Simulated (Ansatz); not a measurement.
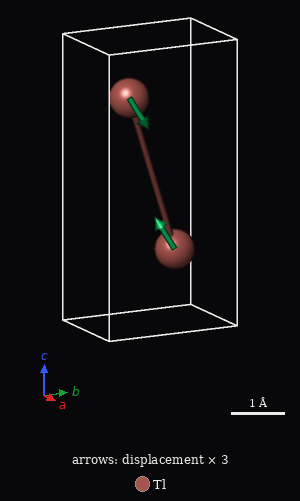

A relaxation of solid Tl (set up in P-1). The starting structure is drawn; green arrows show the displacements (the part carried along by the change of the cell is left out), magnified 3 times.

A ball-and-stick model of the cell of the calculation, seen slightly off an axis.

Case: atoms shaken by about 0.25 Å, then relaxed with the cell, LAPW in place of PAW files.

Level of theory: DFT, PBEsol, all-electron LAPW, scalar-relativistic in Ansatz 0.2.0. Settings: plane-wave cutoff 284.9 eV; k-point mesh 7 × 7 × 4; occupations fermi dirac; smearing width 0.05 eV; no spin polarisation; potentials kind: all_electron, lapw: { basis_error: 0.001; cell and atoms relaxed; force threshold 0.01 eV/Å; at most 80 steps.

> Describe the change and its energy.

Over 8 accepted moves (10 points after the start) the energy falls by 0.359 eV per cell of the calculation. The largest force component goes from 1.5 to 0.00027 eV/Å. The pressure goes from 3.73 to 0.01 GPa. The line search rejected the trial step at point 5 of the run. At 1 point the geometry stayed and the basis and grid were re-selected for the new cell (energy shift of 0.3 meV per cell of the calculation at most each time). The largest moves relative to the cell, 0.24 Å, are those of Tl atoms. Cell: a = b 3.456 → 3.483 Å (+0.8 %), c 5.525 → 5.223 Å (−5.5 %), γ 120.0° → 114.8°. Volume +0.7 %. Among the contacts that change: Tl–Tl 4.059 → 3.528 Å, Tl–Tl 3.788 → 3.265 Å, Tl–Tl 2.811 → 3.264 Å, Tl–Tl 3.572 → 3.265 Å. The space group (tolerance 0.01 Å) goes from P-1 (No. 2) to Cmcm (No. 63).
